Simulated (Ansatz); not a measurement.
**AlGaN2: geometry relaxation (part 2 of 2)**

AlGaN2 (P-4m2, 4 atoms in the cell); DFT LDA, scalar-relativistic, plane waves, PAW, no spin polarisation (Ansatz 0.2.0); cutoff 420 eV, 8×8×6 k-mesh, Gaussian smearing of 0.02 eV. The structure derives from a Materials Project entry.

Geometry of the input (Å; fractional positions):
```
3.1409  0.0000  0.0000
0.0000  3.1409  0.0000
0.0000  0.0000  4.4238
Al 0.5000  0.5000  0.5000
Ga 0.0000  0.0000  0.0000
N  0.5000  0.0000  0.7383
N  0.0000  0.5000  0.2617
```

**What the program printed, continued**
```
SCF iter   1: F=—  HF=-4971.891800 eV  |F-HF|=—  |Δ(HF+E_count)|=         —  Δρ=5.16e-6  dr2=1.58e-9  ethr=3.77e-8  ⟨swp⟩=3.0  Hψ=8229  notcnv=0
preconditioner: auto → none  [insulator: Δε(μ)=3.055 eV  Ē_g=15.757 eV  σ=0.020 eV  W_gap=1.00  n_scr=14 (ndim 8)  ℏωp=29.0 eV  f_vac=0.000  D(μ)=0.00/eV (n_scr^D=0)  ε∞_Penn≈4.4]
SCF iter   2: F=—  HF=-4971.891800 eV  |F-HF|=—  |Δ(HF+E_count)|=   6.37e-7  Δρ=2.45e-6  dr2=3.00e-10  ethr=6.09e-12  ⟨swp⟩=2.1  Hψ=1785  notcnv=0
iter 3 did not close the SCF: its close was put off for the readings that it lacked (scf_convergence_deferred on its scf_iter line)
SCF iter   3: F=-4971.891800 eV  HF=-4971.891800 eV  |F-HF|=0.00e0  |Δ(HF+E_count)|=  2.89e-10  Δρ=4.57e-7  dr2=1.55e-11  ethr=1.15e-12  ⟨swp⟩=2.0  Hψ=1448  notcnv=0
iter 4 did not close the SCF: its close was put off for the readings that it lacked (scf_convergence_deferred on its scf_iter line)
SCF iter   4: F=-4971.891800 eV  HF=-4971.891800 eV  |F-HF|=0.00e0  |Δ(HF+E_count)|=  7.28e-12  Δρ=4.90e-8  dr2=3.83e-13  ethr=1.00e-12  ⟨swp⟩=1.0  Hψ=1020  notcnv=0
iter 5 did not close the SCF: its close was put off for the readings that it lacked (scf_convergence_deferred on its scf_iter line)
SCF iter   5: F=-4971.891800 eV  HF=-4971.891800 eV  |F-HF|=1.82e-12  |Δ(HF+E_count)|=    0.00e0  Δρ=1.74e-8  dr2=5.35e-14  ethr=1.00e-12  ⟨swp⟩=1.0  Hψ=1020  notcnv=0
iter 6 did not close the SCF: its close was put off for the readings that it lacked (scf_convergence_deferred on its scf_iter line)
SCF iter   6: F=-4971.891800 eV  HF=-4971.891800 eV  |F-HF|=9.09e-13  |Δ(HF+E_count)|=    0.00e0  Δρ=6.60e-9  dr2=8.00e-15  ethr=1.00e-12  ⟨swp⟩=1.0  Hψ=1020  notcnv=0
SCF iter   7: F=-4971.891800 eV  HF=-4971.891800 eV  |F-HF|=9.09e-13  |Δ(HF+E_count)|=    0.00e0  Δρ=2.14e-9  dr2=7.72e-16  ethr=1.00e-12  ⟨swp⟩=2.0  Hψ=3044  notcnv=0
SCF 7 converged in 7 iterations: F = -4971.891800 eV  dr2 = 7.72e-16
relax step   7: F+E_penalty+E_count = -4971.89180028 eV  Δ(F+E_penalty+E_count) = +1.113e-4 eV  max|allowed force component| = 6.050e-4 eV/Å  Δτ_max = 0.0000 Å  P = -0.006 GPa  Ω = 42.550 Å³  stress off target by 9.34e-3 GPa  SCF on the basis re-selected at this cell (its energy is not comparable with the rows above)  (7 SCF iters)
```

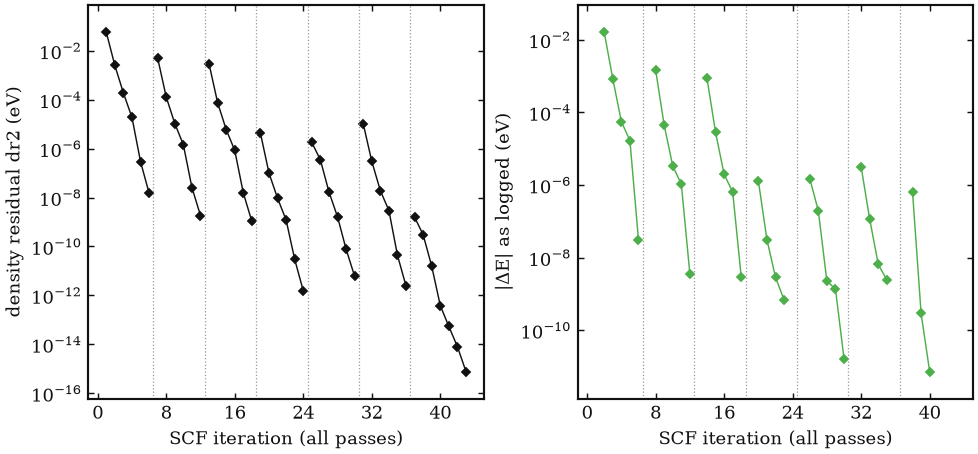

Fig. 1: Convergence of the self-consistent field: density residual dr2 and size of the energy change against the SCF iteration. The dotted lines part the SCF passes of the relaxation: geometry steps, rejected trials and re-solves on a re-selected basis. The 7 passes take 6 to 7 iterations each, 43 in all.

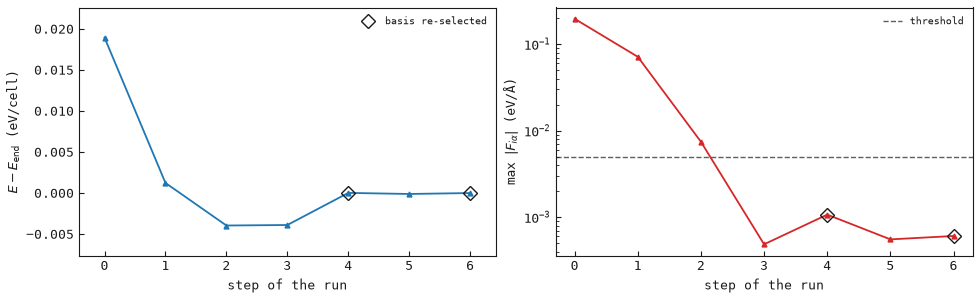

Fig. 2: Progress of the relaxation, step by step (the first geometry is step 0 here and step 1 in the log).

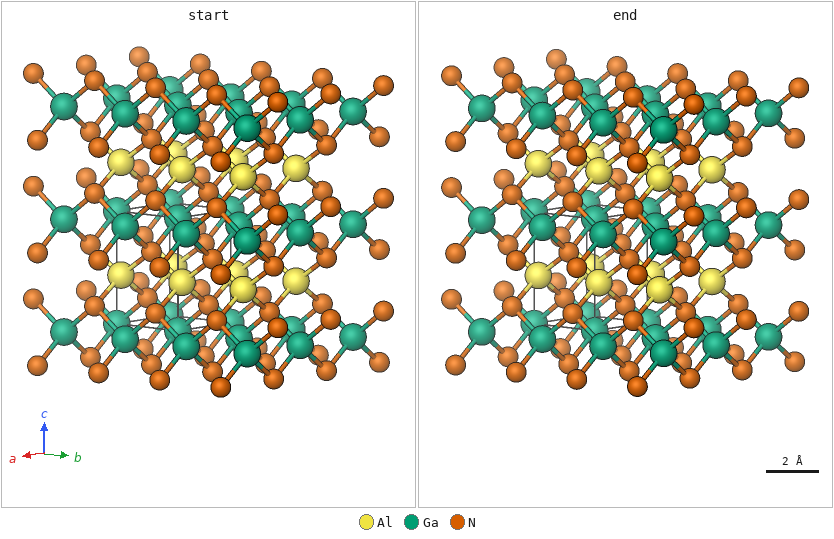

Fig. 3: Before (left) and after (right) the relaxation, at one scale (ball-and-stick view of the cell of the calculation, repeated 2 × 3 × 2, with bonded neighbours outside it, seen at an oblique angle). The energy falls by 19.1 meV per cell of the calculation in 4 geometry steps. Largest force component: 0.2 eV/Å at the start, 0.0006 eV/Å at the end. Pressure: −4.97 GPa at the start and −0.01 GPa at the end. 1 further SCF at an unchanged geometry re-selected the plane-wave basis for the new cell. The largest moves relative to the cell, 0.008 Å, are those of N3 and N4. Al and Ga stay in place. The drawn cell changes as follows: a = b 3.141 → 3.115 Å (−0.8 %), c 4.424 → 4.384 Å (−0.9 %); the volume changes by −2.5 %. Among the contacts that change: Ga2–N3 1.951 → 1.930 Å, Al1–N3 1.891 → 1.880 Å. The space group stays P-4m2 (No. 115). The energy change given includes the shifts at the re-selections in mid-walk, which come without any move. A last SCF at the same geometry on a re-selected plane-wave basis shifts the energy by +0.1 meV per cell of the calculation. (Atoms are counted from 1 in the order of the input.)

```
basis re-selected at this cell: Δ(F+E_penalty+E_count) = +1.113e-4 eV, ΔP = -0.003 GPa vs the last step (what re-selecting the basis moved, of the pressure what is left beyond the Pulay correction that the steps carried, after the strain that the cell walked since its last selection, with what the two solves' SCF thresholds leave and, on support functions, any second-order correction that the steps lacked; it is no measure of the basis error at this ecutwfc). This SCF's stress stands 9.34e-3 GPa from its target on what of the cell is left free (relax.cell.stress_tol is 5.00e-2 GPa) and its largest allowed force component is 6.05e-4 eV/Å (relax.f_tol is 5.00e-3 eV/Å): within both
SCF converged after 7 iterations
Free energy (F): -4971.891800 eV
Harris-Foulkes:  -4971.891800 eV  (|F-HF|=9.09e-13)
Internal energy: -4971.891800 eV  (E = F + TS)
E sigma→0 (E₀):  -4971.891800 eV
Fermi energy:    9.945069 eV
--- Per-component energies (eV) ---
  E_band       = 0.163136
  E_kinetic    = 407.515447
  E_local      = -2454.825036  (includes V_loc(G=0)·N_el)
  E_nonlocal   = 535.389575
  E_hartree    = 1110.072303
  E_xc         = -228.987649
  E_vxc        = -242.492353  (∫ρ·V_xc dr)
  E_paw        = -2597.132959  (= ΣΔE_a)
  E_vpaw       = -465.569163  (= ΣTr[D̂ρ^β])
  E_aug_tail   = 0.000062  (compensation charges beyond the density's cutoff)
  E_ewald      = -1745.867827
  E_core_change = 1.944285  (= ΣΔE_core)
  E_smearing   = -0.000000  (= −TS)
  E_closure    = 0.000000  (closes the sum)
  Σ components = -4971.891800   (vs F -4971.891800, Δ=0.00e0)
--- Forces (eV/Å), atoms counted from 1 ---
  atom   1  Al     0.00000000     0.00000000    -0.00000000
  atom   2  Ga     0.00000000     0.00000000    -0.00000000
  atom   3  N     -0.00000000    -0.00000000    -0.00060503
  atom   4  N     -0.00000000    -0.00000000     0.00060503
  max |Σ_I F_I| component: 1.32e-16 eV/Å
--- Stress (GPa, compression-positive) ---
       -0.005068       0.000000       0.000000
        0.000000      -0.005068       0.000000
        0.000000       0.000000      -0.009342
  P = ⅓ Tr σ = -0.0065 GPa (-0.065 kbar)
--- Band table (eV; the first three rows and the last of 60) ---
  k-point 0: bands = ["-7.1328", "-5.7262", "-4.7081", "-4.7081", "-4.6618", "-4.4861", "-3.1758", "2.7519", "6.0135", "6.0135", "8.1942", "8.4176", "8.4176", "11.4724", "11.9226", "15.9999", "19.7157"]
  k-point 1: bands = ["-7.0088", "-5.7521", "-4.7101", "-4.7101", "-4.6577", "-4.4860", "-3.4632", "3.1144", "6.1392", "6.1392", "7.6324", "8.2320", "8.2320", "11.9296", "12.4306", "16.1529", "19.2114"]
  k-point 2: bands = ["-6.6776", "-5.8600", "-4.7141", "-4.7141", "-4.6409", "-4.4859", "-4.0262", "3.9416", "6.4813", "6.4813", "6.5822", "7.7723", "7.7723", "12.9298", "13.4255", "16.4845", "18.0718"]
  k-point 59: bands = ["-5.7125", "-5.7125", "-4.7073", "-4.5339", "-4.5136", "-2.9041", "-2.9041", "3.0476", "3.9870", "4.3024", "5.0705", "5.0752", "5.0752", "14.5846", "14.5846", "17.4372", "19.3172"]
--- Relaxed structure (5 steps of the walk, 5 accepted, 2 SCFs on fresh bases) ---
  F+E_penalty+E_count = -4971.89180028 eV   max|allowed force component| = 6.050e-4 eV/Å   (the final SCF, on the basis selected at the relaxed cell)
  cell:  # Å, volume = 42.5500 Å³
    - [3.115286466922334, 0.0, 1.3745094023858745e-33]
    - [0.0, 3.115286466922334, 0.0]
    - [1.9359582527046398e-33, 0.0, 4.384330200767906]
  atoms:
    - { symbol: Al, position: [0.5, 0.5, 0.5] }
    - { symbol: Ga, position: [1.1018117917901848e-35, 0.0, -2.450818016370429e-20] }
    - { symbol: N, position: [0.5, 0.0, 0.7400513254113829] }
    - { symbol: N, position: [-3.549750163984899e-34, 0.5, 0.2599486745886172] }
```

**Trajectory as extended XYZ (Å, eV, eV/Å), 7 frames, from step=1 to step=7**
```
4
Lattice="3.1409 0.0000 0.0000 0.0000 3.1409 0.0000 0.0000 0.0000 4.4238" Properties=species:S:1:pos:R:3:forces:R:3 step=1 energy=-4971.87286 pressure_GPa=-4.97
Al    1.5704    1.5704    2.2119    0.0000   0.0000   0.0000
Ga    0.0000    0.0000    0.0000    0.0000   0.0000   0.0000
N     1.5704    0.0000    3.2660    0.0000   0.0000   0.1967
N     0.0000    1.5704    1.1579    0.0000   0.0000  -0.1967
4
Lattice="3.1272 0.0000 0.0000 0.0000 3.1272 0.0000 0.0000 0.0000 4.3997" Properties=species:S:1:pos:R:3:forces:R:3 step=2 energy=-4971.89057 pressure_GPa=-2.17
Al    1.5636    1.5636    2.1999    0.0000   0.0000   0.0000
Ga    0.0000    0.0000    0.0000    0.0000   0.0000   0.0000
N     1.5636    0.0000    3.2533    0.0000   0.0000   0.0715
N     0.0000    1.5636    1.1465    0.0000   0.0000  -0.0715
4
Lattice="3.1157 0.0000 0.0000 0.0000 3.1157 0.0000 0.0000 0.0000 4.3844" Properties=species:S:1:pos:R:3:forces:R:3 step=3 energy=-4971.89575 pressure_GPa=0.08
Al    1.5578    1.5578    2.1922    0.0000   0.0000   0.0000
Ga    0.0000    0.0000    0.0000    0.0000   0.0000   0.0000
N     1.5578    0.0000    3.2450    0.0000   0.0000  -0.0074
N     0.0000    1.5578    1.1394    0.0000   0.0000   0.0074
4
Lattice="3.1159 0.0000 0.0000 0.0000 3.1159 0.0000 0.0000 0.0000 4.3854" Properties=species:S:1:pos:R:3:forces:R:3 step=4 energy=-4971.89569 pressure_GPa=-0.00
Al    1.5580    1.5580    2.1927    0.0000   0.0000   0.0000
Ga    0.0000    0.0000    0.0000    0.0000   0.0000   0.0000
N     1.5580    0.0000    3.2455    0.0000   0.0000  -0.0005
N     0.0000    1.5580    1.1400    0.0000   0.0000   0.0005
4
Lattice="3.1159 0.0000 0.0000 0.0000 3.1159 0.0000 0.0000 0.0000 4.3854" Properties=species:S:1:pos:R:3:forces:R:3 step=5 energy=-4971.89178 pressure_GPa=-0.14
Al    1.5580    1.5580    2.1927    0.0000   0.0000   0.0000
Ga    0.0000    0.0000    0.0000    0.0000   0.0000   0.0000
N     1.5580    0.0000    3.2455    0.0000   0.0000  -0.0011
N     0.0000    1.5580    1.1400    0.0000   0.0000   0.0011
4
Lattice="3.1153 0.0000 0.0000 0.0000 3.1153 0.0000 0.0000 0.0000 4.3843" Properties=species:S:1:pos:R:3:forces:R:3 step=6 energy=-4971.89191 pressure_GPa=-0.00
Al    1.5576    1.5576    2.1922    0.0000   0.0000   0.0000
Ga    0.0000    0.0000    0.0000    0.0000   0.0000   0.0000
N     1.5576    0.0000    3.2446    0.0000   0.0000  -0.0006
N     0.0000    1.5576    1.1397    0.0000   0.0000   0.0006
4
Lattice="3.1153 0.0000 0.0000 0.0000 3.1153 0.0000 0.0000 0.0000 4.3843" Properties=species:S:1:pos:R:3:forces:R:3 step=7 energy=-4971.89180 pressure_GPa=-0.01
Al    1.5576    1.5576    2.1922    0.0000   0.0000   0.0000
Ga    0.0000    0.0000    0.0000    0.0000   0.0000   0.0000
N     1.5576    0.0000    3.2446    0.0000   0.0000  -0.0006
N     0.0000    1.5576    1.1397    0.0000   0.0000   0.0006
```

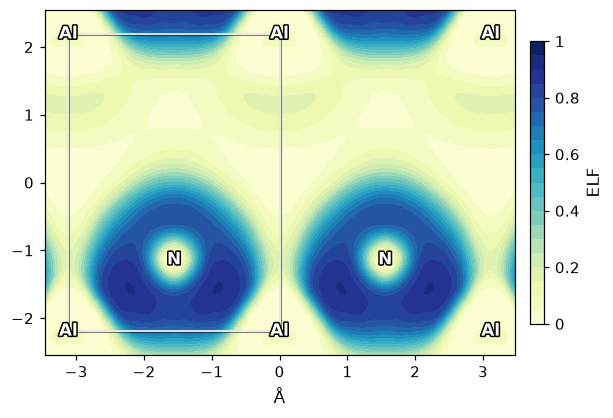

Fig. 4: Electron localisation function on the (100) plane of the conventional cell. The section cuts through Al and N sites. Al–N (1.88 Å): the ELF peaks at about 0.90 between the atoms, which marks a polar covalent bond. In a PAW calculation such maps are meaningful between the atoms, not at the nuclei.

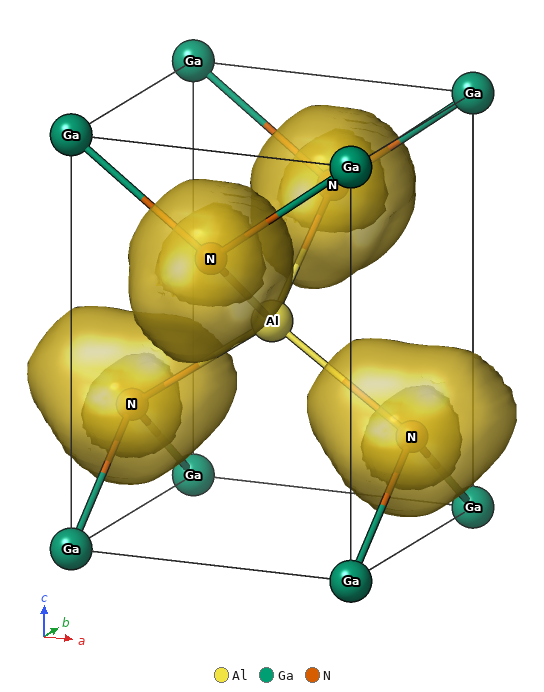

Fig. 5: Isosurface of the ELF at 0.75 (yellow), seen slightly off an axis. Core shells and regions of very low density are left out. Sticks mark near contacts. The outline is the cell set on symmetry axes. Ga–N (1.93 Å): the ELF is about 0.45 at the midpoint.

**Summary**

| quantity | value |
| --- | --- |
| outcome | converged |
| space group (tolerance 0.01 Å) | P-4m2 (115) |
| electrons treated | 26 |
| free energy | −4971.8918 eV |
| Fermi energy | 9.945 eV |
| gap on the k-point mesh | 3.05 eV |
| pressure | −0.01 GPa |
| final volume | 42.55 Å³ |
| largest force (length of the vector) at the end | 0.001 eV/Å |
| final cell | a = 3.115 Å, b = 3.115 Å, c = 4.384 Å, α = 90.00°, β = 90.00°, γ = 90.00° |
| hardware | 1 thread of Oxide Virtual Turin-like (Zen 5), 32 GiB of memory available, shared host |
| wall time | 28 s |
| peak memory | 0.4 GiB |
